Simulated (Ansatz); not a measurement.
Run report: Ge, band-structure calculation (part 1 of 2)

Ge (2 atoms in the cell), computed with DFT, HSE06, plane waves, PAW, no spin polarisation (Ansatz 0.2.0).

The structure was built on a prototype by a generator. The geometry comes from this level: r2SCAN (a point of a series of strains). It belongs to a series of runs on one base structure; here: epitaxial_xy strain -5.0%.

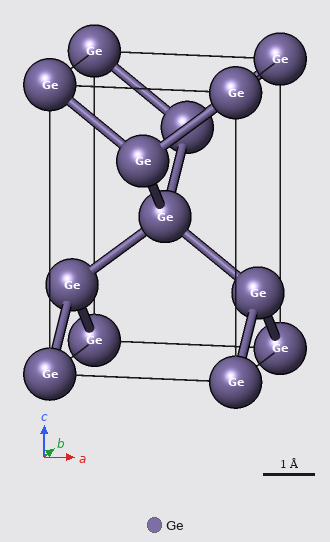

Figure 1. The input geometry (ball-and-stick view of the cell 2 times as large as that of the calculation, set on its symmetry axes, seen slightly off an axis). Near neighbours in the crystal (not all of them lie inside the picture): Ge has 4 Ge at 2.41 Å.

## Input file
```yaml
crystal:
  lattice:
    - [0.0, 2.6950298365, 2.9343236711]
    - [2.6950298365, 0.0, 2.9343236711]
    - [2.6950298365, 2.6950298365, 0.0]
  atoms:
    - { symbol: Ge, position: [0.0, 0.0, 0.0] }
    - { symbol: Ge, position: [0.25, 0.25, 0.25] }
kpoints:
  mp_grid: { grid: [6, 6, 6] }
  band_path:
    path:
      - [0.0, 0.0, 0.0]
      - [0.5, 0.0, 0.5]
      - [0.625, 0.25, 0.625]
      - [0.375, 0.375, 0.75]
      - [0.5, 0.5, 0.5]
      - [0.5, 0.25, 0.75]
      - [0.0, 0.0, 0.5]
    npoints: 1
hamiltonian:
  xc: hse06
scf:
  occupations: { method: fermi_dirac, width: 0.02 }
  n_extra_bands: 4
output:
  forces: true
  stress: true
  eigenvalues: true
  write_density: true
  write_potential: true
  elf: true
  volumetric_format: npy
```

Run on 4 threads of Arm Neoverse V1, 24 GiB of memory available, shared host.

Launch command:
```bash
ansatz run input.yaml --threads 4 --pin off --max-ram 4608MiB --backend cpu --events-out ev --progress --plain --runs-dir out
```

## The program's output
```
Warning: output.stress: scf.convergence.dr2_threshold = 1e-7 eV (the SCF's general default) is looser than the 2e-10 eV advised for a printed stress (1e-10 eV for each atom of the cell: 2). What an SCF threshold leaves in a stress goes as its square root, and in the free energy as the threshold itself, and one threshold admits the most on a small cell: of the crystals measured, under no hybrid functional and no lock of the moments, on runs that ended without the residual-converged pass, on stresses that held no estimate of that error, the worst erred by over 100 MPa in a component at 1e-7 eV an atom and by under 5 at 1e-10. Set scf.convergence.dr2_threshold to 2e-10 eV or tighter. The threshold is an SCF's pass mark: one that does not reach it within its budget of iterations ends unconverged, or closes short of it on a stop that the run arms, and scf.convergence.dr2_threshold's page says what that costs each kind of run
Warning: output.stress: scf.exx.energy_threshold = 1e-6 eV is looser than the 2e-8 eV advised for a stress under a hybrid functional (1e-8 eV for each atom of the cell: 2). Every SCF of the exchange loop can meet its threshold on dr2 while the loop round them stops early: no threshold on dr2 bounds what that leaves in the stress. Set scf.exx.energy_threshold to 2e-8 eV or tighter. The threshold is the loop's pass mark: a loop that does not reach it within its budget of cycles ends unconverged, and scf.exx.energy_threshold's page has the law
scf.n_extra_bands = 4 over 14 filled bands (N_el = 28.0): the run solves 18 bands
Engine: ansatz 0.2.0, aarch64-unknown-linux-gnu
Pseudopotentials: kind: paw
Pseudopotential: Ge, paw, valence charge 14, recommended cutoff 420 eV (normal), Ge.paw.azcp
Functional definition: HSE06
  parameter a = 0.25
  parameter omega = 0.11/bohr
  exchange = pbe_x - a*pbe_x_sr(omega) + a*exact_x_sr(omega)
  correlation = pbe_c
Crystal: 2 atoms, lattice volume = 42.625 Å³
Basis set: ecut = 420 eV, 821 PW (Γ), exchange–correlation on 54×54×54 points (8 copies of the dense FFT grid, shifted against one another)
Bands: 18, of which v1, the nominal top of the filled ones, is band 14 counted from 1 (13 counted from 0)
Symmetry: 16 space group operations
Space group: I41/amd (ITA 141), of the structure as read, at distance tolerance 3.5e-5 Å
k-points: 30 of 216
Non-local potential: Ge, projectors of the file, l = 0: 2, l = 1: 2, l = 2: 3, l = 3: 1
PAW form: soft (Blöchl's): semilocal exchange-correlation on the pseudo side does not see the compensation charge
PAW frozen core: Ge, regenerated for the run's functional, and the local potential with it (the file was generated under x = pbe(κ = 0.804, μ = 0.2195149727645171), c = pbe(β = 0.06672455060314922))
PAW one-centre angular grid: Ge, 590 points (default); XC on 64 Gauss nodes
Initial density: superposition of atomic densities (neutral atoms: chi_scale 0, normalization atom), corrected by the library's trained network
Initial wavefunctions: pseudopotential atomic-orbital guess
Functional: x = pbe(κ = 0.804, μ = 0.2195149727645171), c = pbe(β = 0.06672455060314922), warm-up for x = pbe(κ = 0.804, μ = 0.2195149727645171) + 0.25 (exact − pbe) at short range (hse, ω = 0.20786987370883472 Å⁻¹), c = pbe(β = 0.06672455060314922); HSE06 as pw.x's `hse` composes it (authors' and Libxc's form: `xc: wpbeh`)
SCF iter   1: F=—  HF=-8589.743914 eV  |F-HF|=—  |Δ(HF+E_count)|=         —  Δρ=5.65e-4  dr2=6.05e-5  ethr=1.77e-3  ⟨swp⟩=5.9  Hψ=2035  notcnv=0
preconditioner: auto → none  [insulator: Δε(μ)=0.474 eV  Ē_g=23.683 eV  σ=0.020 eV  W_gap=0.55  n_scr=14 (ndim 8)  ℏωp=30.1 eV  f_vac=0.053  D(μ)=0.54/eV (n_scr^D=0)]
SCF iter   2: F=—  HF=-8589.744292 eV  |F-HF|=—  |Δ(HF+E_count)|=   3.78e-4  Δρ=2.85e-4  dr2=1.33e-5  ethr=2.16e-7  ⟨swp⟩=4.1  Hψ=1721  notcnv=0
iter 3 solved again at ethr=5.63e-10 eV; its pass at ethr=4.74e-8 eV (dr2=1.58e-7 eV) is discarded
SCF iter   3: F=—  HF=-8589.744331 eV  |F-HF|=—  |Δ(HF+E_count)|=   3.91e-5  Δρ=2.58e-5  dr2=1.48e-7  ethr=5.63e-10  ⟨swp⟩=3.1  Hψ=2408  notcnv=0
SCF iter   4: F=—  HF=-8589.744332 eV  |F-HF|=—  |Δ(HF+E_count)|=   3.80e-7  Δρ=1.74e-5  dr2=8.26e-8  ethr=5.30e-10  ⟨swp⟩=3.3  Hψ=1395  notcnv=0
SCF iter   5: F=—  HF=-8589.744332 eV  |F-HF|=—  |Δ(HF+E_count)|=   1.85e-7  Δρ=5.76e-6  dr2=1.04e-8  ethr=2.95e-10  ⟨swp⟩=3.0  Hψ=1155  notcnv=0
SCF iter   6: F=-8589.744332 eV  HF=-8589.744332 eV  |F-HF|=2.67e-10  |Δ(HF+E_count)|=   9.96e-9  Δρ=4.98e-7  dr2=7.04e-11  ethr=3.71e-11  ⟨swp⟩=3.0  Hψ=1384  notcnv=0
SCF 1 converged in 6 iterations: F = -8589.744332 eV  dr2 = 7.04e-11
  greatest PAW one-centre occupation: 0.998 electrons in one spin orbital (limit 2), on the Ge atom at site 1 (counted from 0), in its partial waves of l = 2
Initial density: handed on by an earlier stage of this run
Initial wavefunctions: those handed on with the density
Functional: x = pbe(κ = 0.804, μ = 0.2195149727645171) + 0.25 (exact − pbe) at short range (hse, ω = 0.20786987370883472 Å⁻¹), c = pbe(β = 0.06672455060314922); HSE06 as pw.x's `hse` composes it (authors' and Libxc's form: `xc: wpbeh`)
Exchange kernel: α = 0.2500, screened, ω = 0.2079 Å⁻¹, Wigner–Seitz truncation, v(0) = 1046.5240 eV·Å³, q-mesh 6×6×6, nearest image of the exchange supercell L = 22.87 Å, pair-density grid 24×24×24, without the augmentation charges, whose exchange is taken in its separable form by FFT convolution over the k-point mesh (the finest that the files' search goes to), smooth part of the exact exchange by density-matrix convolution
Frozen-core exchange: fock
iter 1 solved again at ethr=4.71e-5 eV; its pass at ethr=1.00e-1 eV (dr2=1.32e-2 eV) is discarded
SCF iter   1: F=—  HF=-8591.561835 eV  |F-HF|=—  |Δ(HF+E_count)|=         —  Δρ=1.28e-2  dr2=2.17e-2  ethr=4.71e-5  ⟨swp⟩=4.4  Hψ=3160  notcnv=0
eigensolver tolerance schedule calibrated: the retry pair's looser diagonalisation under-reported the residual by θ = 0.37 (0.11/decade); ethr = c·dr2/N_el runs at the constant in force after the calibration composes with the one it found (an armed cap, an earlier calibration), c = 8.1e-2
preconditioner: auto → none  [insulator: Δε(μ)=0.473 eV  Ē_g=27.088 eV  σ=0.020 eV  W_gap=1.00  n_scr=14 (ndim 8)  ℏωp=30.1 eV  f_vac=0.051  D(μ)=0.00/eV (n_scr^D=0)]
SCF iter   2: F=—  HF=-8591.551343 eV  |F-HF|=—  |Δ(HF+E_count)|=   1.05e-2  Δρ=4.74e-3  dr2=2.60e-3  ethr=4.71e-5  ⟨swp⟩=3.6  Hψ=1630  notcnv=0  defer=1
SCF iter   3: F=—  HF=-8591.552108 eV  |F-HF|=—  |Δ(HF+E_count)|=   7.65e-4  Δρ=1.51e-3  dr2=3.17e-4  ethr=7.36e-6  ⟨swp⟩=3.0  Hψ=1299  notcnv=0  defer=1
SCF iter   4: F=—  HF=-8591.552060 eV  |F-HF|=—  |Δ(HF+E_count)|=   4.80e-5  Δρ=6.70e-4  dr2=5.80e-5  ethr=9.10e-7  ⟨swp⟩=3.0  Hψ=1450  notcnv=0
SCF iter   5: F=-8591.552021 eV  HF=-8591.552023 eV  |F-HF|=1.29e-6  |Δ(HF+E_count)|=   3.77e-5  Δρ=7.97e-5  dr2=8.40e-7  ethr=1.66e-7  ⟨swp⟩=3.0  Hψ=1305  notcnv=0
SCF 2 stopped early in 5 iterations: F = -8591.552021 eV  dr2 = 8.40e-7
hybrid outer 1: dexx = +1.072e-2 eV, tail = 6.44e-5 eV
Exchange kernel: α = 0.2500, screened, ω = 0.2079 Å⁻¹, Wigner–Seitz truncation, v(0) = 1046.5240 eV·Å³, q-mesh 6×6×6, nearest image of the exchange supercell L = 22.87 Å, pair-density grid 24×24×24, without the augmentation charges, whose exchange is taken in its separable form by FFT convolution over the k-point mesh (the finest that the files' search goes to), smooth part of the exact exchange by density-matrix convolution
Frozen-core exchange: fock
SCF iter   1: F=—  HF=-8591.552547 eV  |F-HF|=—  |Δ(HF+E_count)|=         —  Δρ=9.82e-5  dr2=1.44e-6  ethr=1.15e-6  ⟨swp⟩=3.4  Hψ=1205  notcnv=0
preconditioner: auto → none  [insulator: Δε(μ)=0.545 eV  Ē_g=26.869 eV  σ=0.020 eV  W_gap=1.00  n_scr=14 (ndim 8)  ℏωp=30.1 eV  f_vac=0.052  D(μ)=0.00/eV (n_scr^D=0)]
SCF iter   2: F=—  HF=-8591.552547 eV  |F-HF|=—  |Δ(HF+E_count)|=   6.23e-7  Δρ=3.58e-5  dr2=1.83e-7  ethr=4.92e-9  ⟨swp⟩=4.0  Hψ=1502  notcnv=0
SCF iter   3: F=—  HF=-8591.552547 eV  |F-HF|=—  |Δ(HF+E_count)|=   5.24e-8  Δρ=1.88e-5  dr2=4.69e-8  ethr=6.30e-10  ⟨swp⟩=2.3  Hψ=999  notcnv=0  defer=2
SCF iter   4: F=-8591.552547 eV  HF=-8591.552547 eV  |F-HF|=7.69e-9  |Δ(HF+E_count)|=   3.24e-9  Δρ=3.42e-6  dr2=2.75e-9  ethr=1.67e-10  ⟨swp⟩=3.1  Hψ=1456  notcnv=0  defer=1
SCF 3 converged in 4 iterations: F = -8591.552547 eV  dr2 = 2.75e-9
  Residual-converged pass: ⟨swp⟩=2.8  Hψ=991  notcnv=0  max |occ|·‖R‖ = 2.4e-6 eV (tolerance 2.4e-6 eV)  dr2=2.71e-9  dr2_onsite=5.57e-9  max |Δocc| = 4.4e-14
```

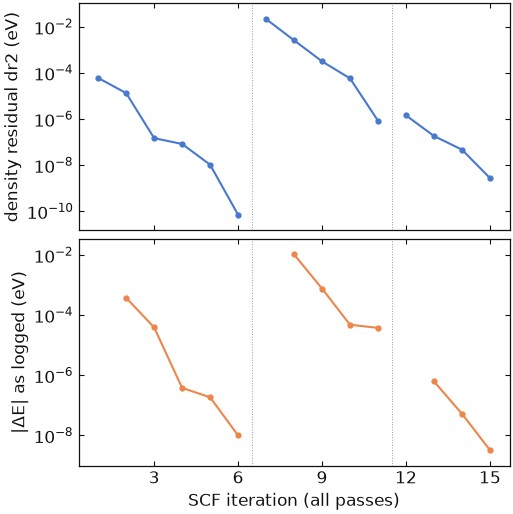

Figure 2. Convergence of the self-consistent field: density residual dr2 and size of the energy change against the SCF iteration. The run starts with a semilocal functional; after that each stretch between dotted lines is one SCF of the hybrid functional between two exact rebuilds of the exchange operator by the outer loop. Early passes are stopped at a loose threshold. The passes take 6, 5 and 4 iterations.

```
hybrid outer 2: dexx = +6.923e-7 eV, tail = 3.71e-8 eV, Δε = 3.56e-3 eV (about 1.45e-4 eV left of the loop's levels)
NSCF: frozen V_eff on 7 k-points
hybrid SCF converged: 2 outer / 9 inner (+6 warm-up), last move |dexx| = 6.92e-7 eV, tail = 3.71e-8 eV
Stability not checked: this state was not tested for a lower state beside it, because the functional holds exact exchange (a hybrid, or Hartree-Fock), whose exchange loop this test does not read (fock_operator; see scf.lower_state_search)
Free energy (F): -8591.552547 eV
Frozen-core exchange: fock
Harris-Foulkes:  -8591.552547 eV  (|F-HF|=7.69e-9)
Internal energy: -8591.552547 eV  (E = F + TS)
E sigma→0 (E₀):  -8591.552547 eV
Entropy (-TS):   -0.000000 eV (-0.000 meV/atom)
Fermi energy:    9.619099 eV
--- Per-component energies (eV) ---
  E_band       = -353.943350
  E_kinetic    = 223.172872
  E_local      = -4852.503591  (includes V_loc(G=0)·N_el)
  E_nonlocal   = 840.232255
  E_hartree    = 2138.010080
  E_xc         = -122.392789
  E_vxc        = -104.783928  (∫ρ·V_xc dr)
  E_exx        = -109.237524  (= α·E_x^exact, valence–valence)
  E_paw        = -3963.328323  (= ΣΔE_a)
  E_vpaw       = -517.602876  (= ΣTr[D̂ρ^β])
  E_aug_tail   = 0.000671  (compensation charges beyond the density's cutoff)
  E_ewald      = -2744.775449
  E_core_change = -0.730747  (= ΣΔE_core)
  E_smearing   = -0.000000  (= −TS)
  E_closure    = -0.000001  (closes the sum)
  Σ components = -8591.552547   (vs F -8591.552547, Δ=0.00e0)
--- Forces (eV/Å), atoms counted from 1 ---
  atom   1  Ge    -0.00000000     0.00000000     0.00000000
  atom   2  Ge     0.00000000     0.00000000    -0.00000000
  max |Σ_I F_I| component: 2.78e-17 eV/Å
--- Stress (GPa, compression-positive) ---
        9.140274       0.000000      -0.000000
        0.000000       9.140274      -0.000000
       -0.000000      -0.000000       0.512556
  P = ⅓ Tr σ = 6.2644 GPa (62.644 kbar)
--- Band table (eV; the first three rows and the last of 30) ---
  k-point 0: bands = ["-18.9521", "-18.9521", "-18.9280", "-18.9066", "-18.8962", "-18.6880", "-18.6516", "-18.6514", "-18.6514", "-18.6303", "-5.4636", "8.5555", "9.3551", "9.3551", "10.5005", "12.2298", "12.2298", "12.6365"]
  k-point 1: bands = ["-18.9666", "-18.9522", "-18.9396", "-18.8811", "-18.8779", "-18.6959", "-18.6812", "-18.6567", "-18.6277", "-18.6234", "-5.0676", "5.7791", "8.1975", "8.8202", "10.9475", "13.0685", "13.1276", "14.4163"]
  k-point 2: bands = ["-18.9818", "-18.9574", "-18.9346", "-18.8580", "-18.8557", "-18.7063", "-18.6994", "-18.6647", "-18.6282", "-18.6055", "-3.9593", "2.2992", "7.3356", "8.1701", "10.2162", "13.5402", "13.8828", "17.3662"]
  k-point 29: bands = ["-19.0016", "-19.0016", "-18.9064", "-18.9064", "-18.7720", "-18.7720", "-18.6796", "-18.6796", "-18.5795", "-18.5795", "-1.2045", "-1.2045", "5.9719", "5.9719", "10.7922", "10.7922", "20.3534", "20.3534"]
```
